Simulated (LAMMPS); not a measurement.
## Run report: SiO2, geometry relaxation

SiO2 (P6₂22, 9 atoms in the cell), computed with classical potential SiO.1997.vashishta (style vashishta) (LAMMPS 22 Jul 2025 update 4).

The structure derives from an entry of the Crystallography Open Database. The geometry comes from this level: r2SCAN.

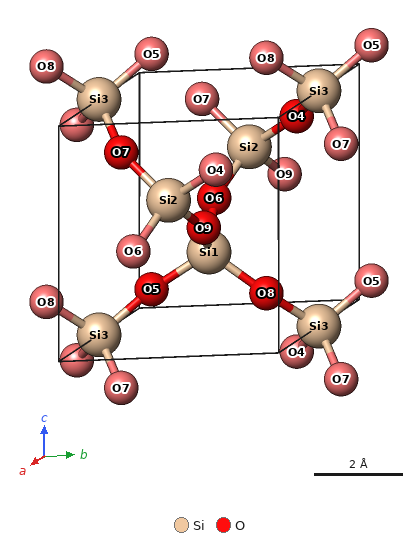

Fig. 1: The input geometry (ball-and-stick view of the cell of the calculation, seen slightly off an axis; neighbours outside the cell are drawn fainter; atoms are numbered from 1 in the order of the input). Near neighbours in the crystal (not all of them lie inside the picture): Si has 4 O at 1.61 Å; O has 2 Si at 1.61 Å.

Input file
```
units metal
boundary p p p
atom_style atomic
read_data data.lmp
pair_style vashishta
pair_coeff * * SiO.1997.vashishta Si O
thermo_style custom step pe press pxx pyy pzz pyz pxz pxy vol fmax
thermo_modify format float %.8f
dump 1 all custom 10 dump.lmp id type x y z fx fy fz
dump_modify 1 sort id format float %.8f
thermo 10
fix 1 all box/relax tri 0.0 vmax 0.001
min_style cg
minimize 0.0 1.0e-6 400 4000
minimize 0.0 1.0e-6 400 4000
unfix 1
undump 1
write_dump all custom end.lmp id type x y z modify sort id format float %.8f
run 0
```

File data.lmp
```
crystal

9 atoms
2 atom types

0.0 5.05905841 xlo xhi
0.0 4.38127311 ylo yhi
0.0 5.54103614 zlo zhi
-2.52952921 -0.00000000 -0.00000000 xy xz yz

Masses

1 28.0850
2 15.9990

Atoms

1 1 1.26476460 2.19063655 1.84701205
2 1 -1.26476460 2.19063655 3.69402410
3 1 0.00000000 4.38127311 0.00000000
4 2 -0.94927855 3.46891496 4.61753012
5 2 1.58025066 0.91235814 0.92350602
6 2 0.00000000 1.82471628 2.77051807
7 2 3.47880776 0.91235814 4.61753012
8 2 0.94927855 3.46891496 0.92350602
9 2 2.52952921 2.55655682 2.77051807
```

Hardware: 1 thread of Arm Neoverse V2, 24 GiB of memory available, shared host.

Command:
```bash
lmp -in in.lmp -log none -nocite
```

Log
```
using 1 OpenMP thread(s) per MPI task
Reading data file ...
  triclinic box = (0 0 0) to (5.0590584 4.3812731 5.5410361) with tilt (-2.5295292 -0 -0)
WARNING: Triclinic box skew is large. LAMMPS will run inefficiently. (src/src/domain.cpp:221)
  1 by 1 by 1 MPI processor grid
  reading atoms ...
  9 atoms
  read_data CPU = 0.000 seconds
Neighbor list info ...
  max neighbors/atom: 2000, page size: 100000
  master list distance cutoff = 7.5
  ghost atom cutoff = 7.5
  binsize = 3.75, bins = 3 2 2
  1 neighbor lists, perpetual/occasional/extra = 1 0 0
  (1) pair vashishta, perpetual
      attributes: full, newton on
      pair build: full/bin/atomonly
      stencil: full/bin/3d
      bin: standard
Setting up cg style minimization ...
  Unit style    : metal
  Current step  : 0
WARNING: Energy due to 6 extra global DOFs will be included in minimizer energies
 (src/src/min.cpp:222)
Per MPI rank memory allocation (min/avg/max) = 4.221 | 4.221 | 4.221 Mbytes
   Step         PotEng         Press           Pxx            Pyy            Pzz            Pyz            Pxz            Pxy           Volume          Fmax
         0  -13.97442466 -12733.60237486 -10738.53239613 -10738.53296329 -16723.74176515 -0.00012002 -0.00047464 0.00036555 122.81771198 0.07409078
        10  -13.98808322 -3057.20336656 -1304.38885116 -1303.10676969 -6564.11447883 -0.00010312 -0.00035788 770.33474163 120.43037155 0.02823624
        20  -13.99055059 1.65703967 -121.96461983 -122.31698029 249.25271911 0.00002916 0.00006699 116.53109267 119.83263188 0.00850058
        30  -13.99058306 -0.42527335 -0.55103959 -0.55173301 -0.17304745 -0.00000004 0.00000046 0.41817868 119.88036807 0.00001537
        40  -13.99058306 -0.00443379 -0.00306561 -0.00356742 -0.00666835 -0.00000005 -0.00000028 -0.00994369 119.88030375 0.00000033
        41  -13.99058306 -0.00022751 -0.00135952 -0.00073691 0.00141390 -0.00000006 -0.00000028 0.00376390 119.88030251 0.00000026
Loop time of 0.00157877 on 1 procs for 41 steps with 9 atoms

12.1% CPU use with 1 MPI tasks x 1 OpenMP threads

Minimization stats:
  Stopping criterion = force tolerance
  Energy initial, next-to-last, final =
     -13.9744246604305  -13.9905830575605  -13.9905830575605
  Force two-norm initial, final = 1.7411739 8.2823532e-07
  Force max component initial, final = 1.2819884 3.2592281e-07
  Final line search alpha, max atom move = 1 3.2592281e-07
  Iterations, force evaluations = 41 62

MPI task timing breakdown:
Section |  min time  |  avg time  |  max time  |%varavg| %total
---------------------------------------------------------------
Pair    | 0.00088523 | 0.00088523 | 0.00088523 |   0.0 | 56.07
Neigh   | 0          | 0          | 0          |   0.0 |  0.00
Comm    | 0.0001212  | 0.0001212  | 0.0001212  |   0.0 |  7.68
Output  | 0.00010354 | 0.00010354 | 0.00010354 |   0.0 |  6.56
Modify  | 0          | 0          | 0          |   0.0 |  0.00
Other   |            | 0.0004688  |            |       | 29.69

Nlocal:              9 ave           9 max           9 min
Histogram: 1 0 0 0 0 0 0 0 0 0
Nghost:            659 ave         659 max         659 min
Histogram: 1 0 0 0 0 0 0 0 0 0
Neighs:              0 ave           0 max           0 min
Histogram: 1 0 0 0 0 0 0 0 0 0
FullNghs:         1020 ave        1020 max        1020 min
Histogram: 1 0 0 0 0 0 0 0 0 0

Total # of neighbors = 1020
Ave neighs/atom = 113.33333
Neighbor list builds = 0
Dangerous builds = 0
Setting up cg style minimization ...
  Unit style    : metal
  Current step  : 41
WARNING: Energy due to 6 extra global DOFs will be included in minimizer energies
 (src/src/min.cpp:222)
Per MPI rank memory allocation (min/avg/max) = 5.472 | 5.472 | 5.472 Mbytes
   Step         PotEng         Press           Pxx            Pyy            Pzz            Pyz            Pxz            Pxy           Volume          Fmax
        41  -13.99058306 -0.00022751 -0.00135952 -0.00073691 0.00141390 -0.00000006 -0.00000028 0.00376390 119.88030251 0.00000026
        42  -13.99058306 0.00143903 0.00389838 0.00172441 -0.00130571 -0.00000008 -0.00000034 -0.00828854 119.88030201 0.00000022
Loop time of 9.5487e-05 on 1 procs for 1 steps with 9 atoms

99.5% CPU use with 1 MPI tasks x 1 OpenMP threads

Minimization stats:
  Stopping criterion = force tolerance
  Energy initial, next-to-last, final =
     -13.9905830575605  -13.9905830575605  -13.9905830575606
  Force two-norm initial, final = 8.276409e-07 9.6760078e-07
  Force max component initial, final = 3.2519536e-07 7.1611832e-07
  Final line search alpha, max atom move = 1 7.1611832e-07
  Iterations, force evaluations = 1 2

MPI task timing breakdown:
Section |  min time  |  avg time  |  max time  |%varavg| %total
---------------------------------------------------------------
Pair    | 5.2559e-05 | 5.2559e-05 | 5.2559e-05 |   0.0 | 55.04
Neigh   | 0          | 0          | 0          |   0.0 |  0.00
Comm    | 5.935e-06  | 5.935e-06  | 5.935e-06  |   0.0 |  6.22
Output  | 0          | 0          | 0          |   0.0 |  0.00
Modify  | 0          | 0          | 0          |   0.0 |  0.00
Other   |            | 3.699e-05  |            |       | 38.74

Nlocal:              9 ave           9 max           9 min
Histogram: 1 0 0 0 0 0 0 0 0 0
Nghost:            659 ave         659 max         659 min
Histogram: 1 0 0 0 0 0 0 0 0 0
Neighs:              0 ave           0 max           0 min
Histogram: 1 0 0 0 0 0 0 0 0 0
FullNghs:         1188 ave        1188 max        1188 min
Histogram: 1 0 0 0 0 0 0 0 0 0

Total # of neighbors = 1188
Ave neighs/atom = 132
Neighbor list builds = 0
Dangerous builds = 0
WARNING: No fixes with time integration, atoms won't move
Setting up Verlet run ...
  Unit style    : metal
  Current step  : 42
  Time step     : 0.001
Per MPI rank memory allocation (min/avg/max) = 3.096 | 3.096 | 3.096 Mbytes
   Step         PotEng         Press           Pxx            Pyy            Pzz            Pyz            Pxz            Pxy           Volume          Fmax
        42  -13.99058306 0.00143903 0.00389838 0.00172441 -0.00130571 -0.00000008 -0.00000034 -0.00828854 119.88030201 0.00000022
Loop time of 1.035e-06 on 1 procs for 0 steps with 9 atoms

96.6% CPU use with 1 MPI tasks x 1 OpenMP threads

MPI task timing breakdown:
Section |  min time  |  avg time  |  max time  |%varavg| %total
---------------------------------------------------------------
Pair    | 0          | 0          | 0          |   0.0 |  0.00
Neigh   | 0          | 0          | 0          |   0.0 |  0.00
Comm    | 0          | 0          | 0          |   0.0 |  0.00
Output  | 0          | 0          | 0          |   0.0 |  0.00
Modify  | 0          | 0          | 0          |   0.0 |  0.00
Other   |            | 1.035e-06  |            |       |100.00

Nlocal:              9 ave           9 max           9 min
Histogram: 1 0 0 0 0 0 0 0 0 0
Nghost:            659 ave         659 max         659 min
Histogram: 1 0 0 0 0 0 0 0 0 0
Neighs:              0 ave           0 max           0 min
Histogram: 1 0 0 0 0 0 0 0 0 0
FullNghs:         1188 ave        1188 max        1188 min
Histogram: 1 0 0 0 0 0 0 0 0 0

Total # of neighbors = 1188
Ave neighs/atom = 132
Neighbor list builds = 0
Dangerous builds = 0
```

Trajectory as extended XYZ (Å, eV, eV/Å), 7 frames, from step=0 to step=42
```
9
Lattice="5.0591 0.0000 0.0000 -2.5295 4.3813 0.0000 0.0000 0.0000 5.5410" Properties=species:S:1:pos:R:3:forces:R:3 step=0 energy=-13.97442 pressure_GPa=-1.27
Si    1.2648    2.1906    1.8470    0.0000   0.0000   0.0000
Si   -1.2648    2.1906    3.6940    0.0000   0.0000   0.0000
Si    2.5295    0.0000    0.0000    0.0000   0.0000   0.0000
O    -0.9493    3.4689    4.6175    0.0642  -0.0370   0.0000
O     1.5803    0.9124    0.9235    0.0642   0.0370   0.0000
O     0.0000    1.8247    2.7705    0.0000   0.0741   0.0000
O     3.4788    0.9124    4.6175   -0.0642   0.0370   0.0000
O     0.9493    3.4689    0.9235   -0.0642  -0.0370   0.0000
O     2.5295    2.5566    2.7705    0.0000  -0.0741   0.0000
9
Lattice="5.0349 0.0000 0.0000 -2.5269 4.3603 0.0000 0.0000 0.0000 5.4856" Properties=species:S:1:pos:R:3:forces:R:3 step=10 energy=-13.98808 pressure_GPa=-0.31
Si    1.2661    2.1906    1.8562    0.0000   0.0000  -0.0046
Si   -1.2514    2.1906    3.6848    0.0000   0.0000  -0.0046
Si    2.5295    0.0105    0.0278    0.0000   0.0000   0.0092
O    -0.9397    3.4625    4.5991    0.0228  -0.0168  -0.0007
O     1.5833    0.9187    0.9420    0.0261   0.0115  -0.0007
O     0.0081    1.8270    2.7705   -0.0064   0.0282   0.0014
O     3.4718    0.9188    4.5991   -0.0228   0.0168  -0.0007
O     0.9488    3.4626    0.9420   -0.0261  -0.0115  -0.0007
O     2.5240    2.5543    2.7705    0.0064  -0.0282   0.0014
9
Lattice="5.0479 0.0000 0.0000 -2.5250 4.3716 0.0000 0.0000 0.0000 5.4302" Properties=species:S:1:pos:R:3:forces:R:3 step=20 energy=-13.99055 pressure_GPa=0.00
Si    1.2670    2.1906    1.8655    0.0000   0.0000  -0.0018
Si   -1.2570    2.1906    3.6756    0.0000   0.0000  -0.0017
Si    2.5295    0.0048    0.0553    0.0000   0.0000   0.0035
O    -0.9397    3.4646    4.5806    0.0065  -0.0054  -0.0011
O     1.5848    0.9168    0.9605    0.0083   0.0031  -0.0011
O     0.0052    1.8286    2.7704   -0.0030   0.0085   0.0021
O     3.4738    0.9167    4.5806   -0.0065   0.0054  -0.0011
O     0.9492    3.4645    0.9605   -0.0083  -0.0031  -0.0011
O     2.5288    2.5526    2.7704    0.0030  -0.0085   0.0021
9
Lattice="5.0478 0.0000 0.0000 -2.5239 4.3715 0.0000 0.0000 0.0000 5.4327" Properties=species:S:1:pos:R:3:forces:R:3 step=30 energy=-13.99058 pressure_GPa=-0.00
Si    1.2676    2.1906    1.8651    0.0000   0.0000   0.0000
Si   -1.2563    2.1906    3.6760    0.0000   0.0000   0.0000
Si    2.5295    0.0049    0.0542    0.0000   0.0000   0.0000
O    -0.9379    3.4640    4.5814    0.0000   0.0000   0.0000
O     1.5859    0.9173    0.9596    0.0000   0.0000   0.0000
O     0.0056    1.8297    2.7705    0.0000   0.0000   0.0000
O     3.4731    0.9173    4.5814    0.0000   0.0000   0.0000
O     0.9492    3.4640    0.9596    0.0000   0.0000   0.0000
O     2.5295    2.5516    2.7705    0.0000   0.0000   0.0000
9
Lattice="5.0478 0.0000 0.0000 -2.5239 4.3715 0.0000 0.0000 0.0000 5.4327" Properties=species:S:1:pos:R:3:forces:R:3 step=40 energy=-13.99058 pressure_GPa=-0.00
Si    1.2676    2.1906    1.8651    0.0000   0.0000   0.0000
Si   -1.2563    2.1906    3.6760    0.0000   0.0000   0.0000
Si    2.5295    0.0049    0.0541    0.0000   0.0000   0.0000
O    -0.9379    3.4640    4.5814    0.0000   0.0000   0.0000
O     1.5860    0.9173    0.9596    0.0000   0.0000   0.0000
O     0.0056    1.8297    2.7705    0.0000   0.0000   0.0000
O     3.4731    0.9173    4.5814    0.0000   0.0000   0.0000
O     0.9492    3.4640    0.9596    0.0000   0.0000   0.0000
O     2.5295    2.5516    2.7705    0.0000   0.0000   0.0000
9
Lattice="5.0478 0.0000 0.0000 -2.5239 4.3715 0.0000 0.0000 0.0000 5.4327" Properties=species:S:1:pos:R:3:forces:R:3 step=41 energy=-13.99058 pressure_GPa=-0.00
Si    1.2676    2.1906    1.8651    0.0000   0.0000   0.0000
Si   -1.2563    2.1906    3.6760    0.0000   0.0000   0.0000
Si    2.5295    0.0049    0.0541    0.0000   0.0000   0.0000
O    -0.9379    3.4640    4.5814    0.0000   0.0000   0.0000
O     1.5860    0.9173    0.9596    0.0000   0.0000   0.0000
O     0.0056    1.8297    2.7705    0.0000   0.0000   0.0000
O     3.4731    0.9173    4.5814    0.0000   0.0000   0.0000
O     0.9492    3.4640    0.9596    0.0000   0.0000   0.0000
O     2.5295    2.5516    2.7705    0.0000   0.0000   0.0000
9
Lattice="5.0478 0.0000 0.0000 -2.5239 4.3715 0.0000 0.0000 0.0000 5.4327" Properties=species:S:1:pos:R:3:forces:R:3 step=42 energy=-13.99058 pressure_GPa=0.00
Si    1.2676    2.1906    1.8651    0.0000   0.0000   0.0000
Si   -1.2563    2.1906    3.6760    0.0000   0.0000   0.0000
Si    0.0056    4.3764    5.4869    0.0000   0.0000   0.0000
O    -0.9379    3.4640    4.5814    0.0000   0.0000   0.0000
O     1.5860    0.9173    0.9596    0.0000   0.0000   0.0000
O     0.0056    1.8297    2.7705    0.0000   0.0000   0.0000
O     3.4731    0.9173    4.5814    0.0000   0.0000   0.0000
O     0.9492    3.4640    0.9596    0.0000   0.0000   0.0000
O     2.5295    2.5516    2.7705    0.0000   0.0000   0.0000
```

Key numbers

| quantity | value |
| --- | --- |
| outcome | converged |
| space group (tolerance 0.01 Å) | P6₂22 (180) |
| potential energy | −13.9906 eV |
| pressure | 0.00 GPa |
| final volume | 119.88 Å³ |
| final cell | a = 5.048 Å, b = 5.048 Å, c = 5.433 Å, α = 90.00°, β = 90.00°, γ = 120.00° |
| peak memory | 0.029 GiB |
